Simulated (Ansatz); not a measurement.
A series of calculations on WC

**1. Relaxation**

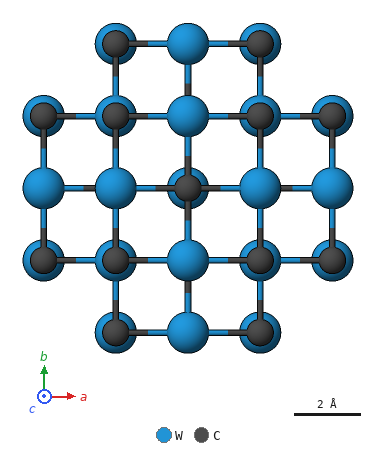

Starting structure of crystalline WC (set up in Fm-3m). The picture is a ball-and-stick view of the conventional cell (4 times the calculation's cell), seen along the c axis. Lengths and directions refer to the drawn axes.

All numbers below come from DFT r2SCAN, scalar-relativistic, plane waves, PAW (Ansatz).

The input:
```yaml
crystal:
  lattice:
    - [0.0, 2.192684, 2.192684]
    - [2.192684, 0.0, 2.192684]
    - [2.192684, 2.192684, 0.0]
  atoms:
    - { symbol: W, position: [0.0, 0.0, 0.0] }
    - { symbol: C, position: [0.5, 0.5, 0.5] }
basis:
  ecutwfc: 500
kpoints:
  mp_grid: { grid: [16, 16, 16] }
hamiltonian:
  xc: r2scan
scf:
  occupations: { method: gaussian, width: 0.1 }
output:
  forces: true
  stress: true
  eigenvalues: true
  write_density: true
  write_potential: true
  elf: true
  volumetric_format: npy
relax:
  adjacent_minimum: "off"
  f_tol: 0.005
  max_steps: 80
  cell: { stress_tol: 0.05 }
```

Command:
```bash
ansatz run input.yaml --threads 2 --pin off --max-ram 5120MiB --backend cpu --events-out ev --progress --plain --runs-dir out
```

Question: Predict the outcome.

Answer: The energy falls by 4.9 meV per cell of the calculation in 3 accepted moves (4 points after the start). All forces vanish by symmetry, so only the cell relaxes. The pressure goes from −5.22 to 0.00 GPa. The SCF was repeated once at an unchanged geometry on a basis and grid sized afresh for the cell, which shifted the energy by 0.2 meV per cell of the calculation at most. No atom moves by more than 0.005 Å relative to the cell. The drawn cell changes as follows: a = b = c 4.385 → 4.365 Å (−0.5 %); the volume changes by −1.4 %. Among the contacts that change: W1–W1 3.101 → 3.086 Å, W1–C2 2.193 → 2.182 Å. The space group stays Fm-3m (No. 225). Cost: 11 s on 2 threads of Intel(R) Xeon(R) Platinum 8488C (Sapphire Rapids), with other jobs on the host, peak memory 0.5 GiB.

History of the run:

```csv
step,"E − E(0), meV/atom","pressure, GPa","volume, Å³/atom",note
0,0.00,-5.22,10.542,
1,-1.98,2.63,10.325,
2,-2.51,-0.06,10.396,
3,-2.51,0.00,10.395,
4,-2.43,0.00,10.395,"same geometry, new basis"
```

**2. Scan**

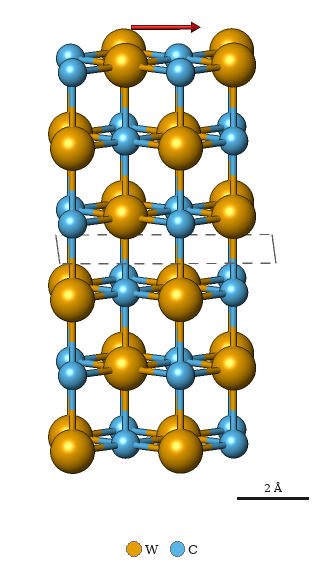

Energy scan for solid WC (Fm-3m), in which the crystal above a cut along the (0 0 1) plane of the conventional cell (between a plane of C/W below and one of C/W above, 2.18 Å apart) is slid rigidly by fractions of an in-plane lattice vector 3.09 Å long (a generalised stacking fault). One cut stands in each cell, which starts 8.7 Å high; nothing is relaxed, and the dashed outline marks the cut, the arrow on top the direction of slip. The picture shows the perfect crystal around the cut (dashed). A ball-and-stick model of the layers on both sides of the cut, seen from the side, nearly along the cut plane.

Level of theory: DFT r2SCAN, scalar-relativistic, plane waves, PAW (Ansatz). (plane-wave cutoff 500 eV; k-point mesh 19 × 19 × 7; occupations gaussian; smearing width 0.15 eV; no spin polarisation). Energies (free energies at the smearing named) are counted from the relaxed crystal.

```
W C
1.0
    -2.18242   -2.18242    0.00000
     2.18242   -2.18242    0.00000
     0.00000    0.00000    8.72966
W C
4 4
Direct
  0.50000 0.50000 0.25000
  0.00000 0.00000 0.50000
  0.50000 0.50000 0.75000
  0.00000 0.00000 0.00000
  0.00000 0.00000 0.25000
  0.50000 0.50000 0.50000
  0.00000 0.00000 0.75000
  0.50000 0.50000 0.00000
```

Question: Predict the energy profile (the slip: 0.00, 0.10, 0.20, 0.30, 0.40, 0.50, 0.60, 0.80, 1.00).

Answer:
```csv
slip (fraction of the lattice vector),γ (mJ/m²)
0.00,0
0.10,122
0.20,498
0.30,1234
0.40,1966
0.50,2224
0.60,1966
0.80,498
1.00,0
```

Points that are alike by symmetry were computed once.

The curve starts and ends at zero, since a full lattice vector restores the crystal. Its highest computed point is 2224 mJ/m² at slip 0.50. The points are too sparse to place its extrema closely. Relaxation across the fault would lower the values.

The computed profile (hollow markers are points alike by symmetry):

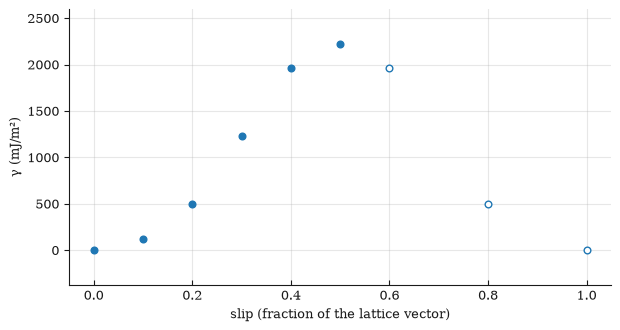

**3. Scan**

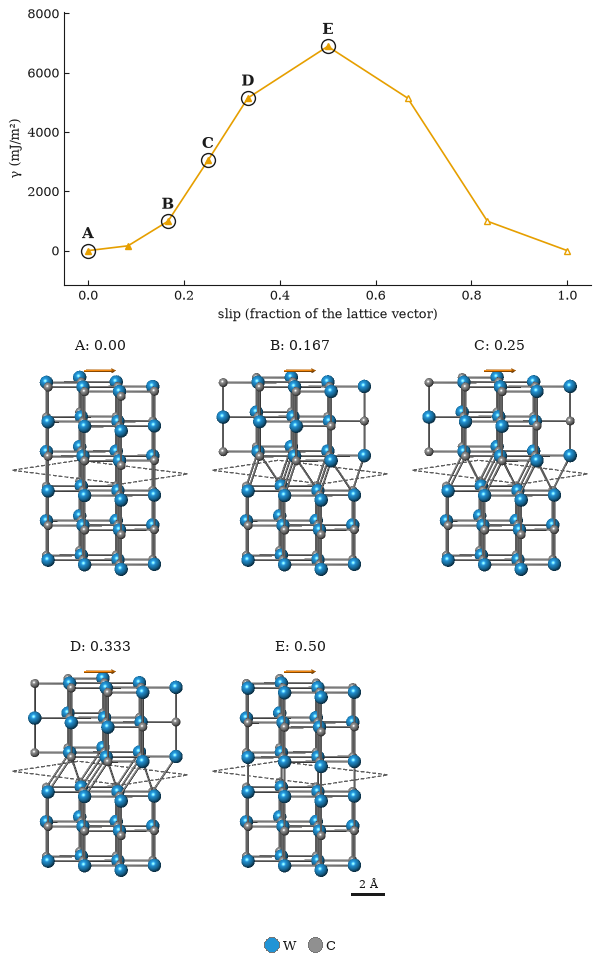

Energy scan for crystalline WC (Fm-3m), in which the crystal above a cut along the (0 0 1) plane of the conventional cell (between a plane of C/W below and one of C/W above, 2.18 Å apart) is slid rigidly by fractions of an in-plane lattice vector 4.36 Å long (a generalised stacking fault). One cut stands in each cell, which starts 8.7 Å high; nothing is relaxed, and the dashed outline marks the cut, the arrow on top the direction of slip. The lettered frames are marked on the plot. Hollow markers are points alike by symmetry, not computed again. Style: ball-and-stick. Shown: the layers on both sides of the cut, from the side, nearly along the cut plane.

The calculation used DFT r2SCAN, scalar-relativistic, plane waves, PAW in Ansatz. Settings: plane-wave cutoff 500 eV; k-point mesh 19 × 19 × 7; occupations gaussian; smearing width 0.15 eV; no spin polarisation. Energies (free energies at the smearing named) are counted from the relaxed crystal.

Q: Read off the main features of the energy profile.

A: The curve starts and ends at zero, since a full lattice vector restores the crystal. Its highest computed point is 6890 mJ/m² at slip 0.50. The points are too sparse to place its extrema closely. Relaxation across the fault would lower the values.
